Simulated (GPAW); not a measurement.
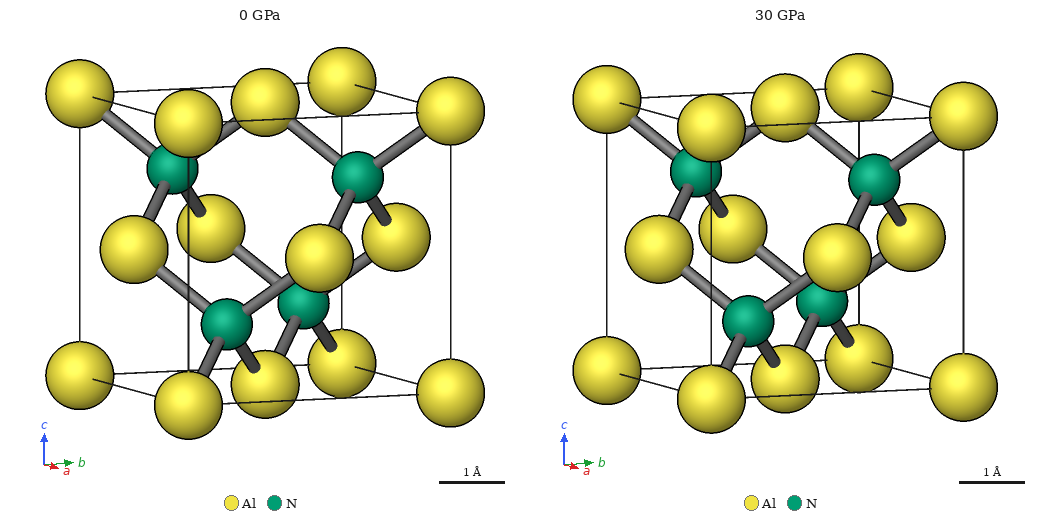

AlN, zinc blende type, space group F-43m (No. 216), relaxed (cell and atoms) under a series of hydrostatic pressures; the conventional cell is drawn at the lowest and the highest, to one scale (sticks follow a distance rule). The start was a structure listed in the Materials Project. Other forms of this composition are known.

Alike in all runs: GPAW 26.7.0; functional PBEsol; potentials PAW data sets generated in the run's folder for this functional; cutoff 800 eV; k mesh 10 × 10 × 10 on the run's cell of 2 atoms; occupations fermi-dirac, width 0.05 eV; no spin polarisation; no spin-orbit coupling.

| pressure (GPa) | volume (Å³/atom) | a (Å) | gap (eV) |
| --- | --- | --- | --- |
| 0.0 | 10.528 | 4.383 | 3.18 |
| 2.2 | 10.417 | 4.368 | 3.18 |
| 5.0 | 10.283 | 4.349 | 3.19 |
| 10.2 | ? | ? | ? |
| 20.0 | 9.687 | 4.263 | 3.21 |
| 29.9 | 9.367 | 4.216 | 3.22 |

### Fit a third-order Birch-Murnaghan equation to the rows given and use it to fill in the volume that is left out.

The fit gives V0 = 10.53 Å³/atom, B0 = 203 GPa and B0′ = 3.9, which puts the volume at 10.2 GPa at 10.06 Å³/atom. The run gave volume 10.057 Å³/atom; a 4.317 Å; gap 3.20 eV.

### How does the gap move over the whole range?

It widens from 3.18 to 3.22 eV.

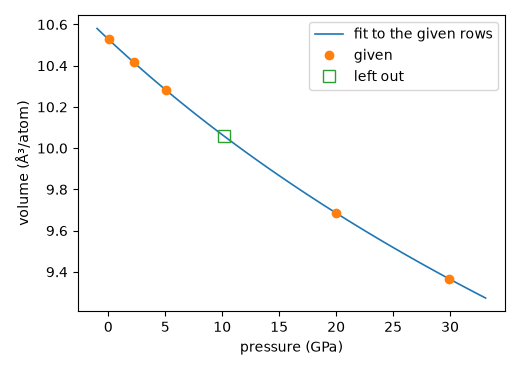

Volume against pressure, with the fit. The structure was kept in its own symmetry, so a change to another phase within this range wouldn't be seen. Gaps are the least found on the k-mesh, which can miss the band edges.

Caveat: later steps reuse the first step's grids.
